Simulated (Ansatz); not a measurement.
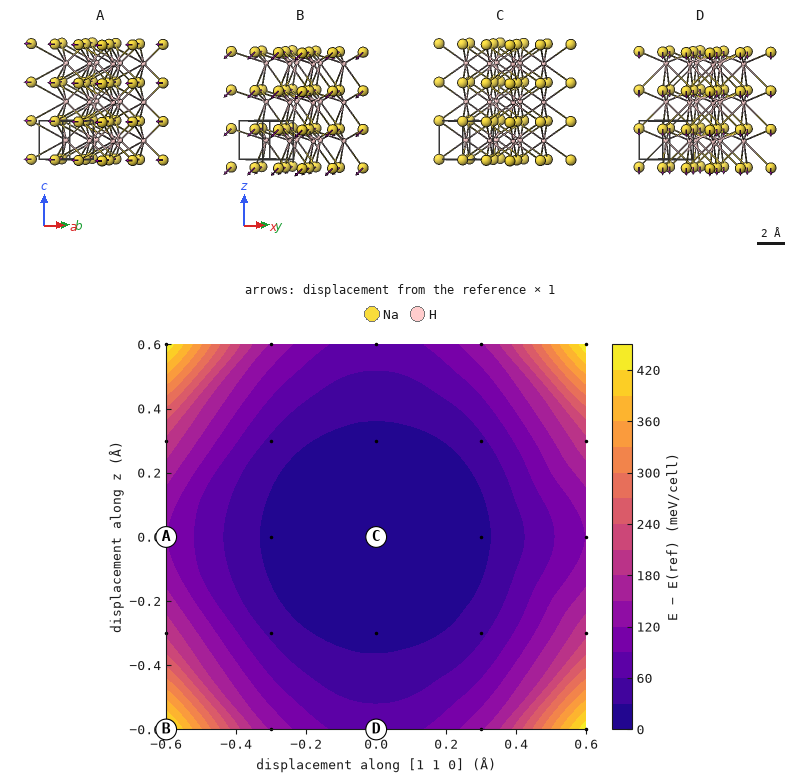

A crystal of NaH (Pm-3m): the Na atom (one in each cell of 2 atoms) is moved over the plane of the Cartesian directions [1 1 0] and z, all else fixed. The map is interpolated between the computed points (dots). The lettered frames are marked on it. Style: ball-and-stick. Shown: the cell of the calculation, repeated 3 × 2 × 3 with one cell outlined, nearly along the normal of the scanned plane. Purple arrows: displacements from the reference.

Computed with DFT PBEsol, scalar-relativistic, plane waves, PAW in Ansatz 0.2.0. Settings: plane-wave cutoff 420 eV; k-point mesh 10 × 10 × 10; occupations gaussian; smearing width 0.05 eV; no spin polarisation. Energies (free energies at the smearing named) are counted from the cell as listed in its source, which wasn't relaxed.

Q: Where is the lowest point of the map, and what else does it tell?

A: In pairs of (displacement along [1 1 0] (Å); displacement along z (Å)): the lowest computed point lies at (0.00, 0.00) (0 meV/cell), the highest at (−0.60, −0.60), (0.60, 0.60), (0.60, −0.60), (−0.60, 0.60) (441 meV/cell).  Over the ranges scanned the energy rises more along the first axis, the displacement along [1 1 0]. The frames lie at A (−0.60, 0.00): 121 meV/cell, B (−0.60, −0.60): 441 meV/cell, C (0.00, 0.00): 0 meV/cell, D (0.00, −0.60): 75 meV/cell.
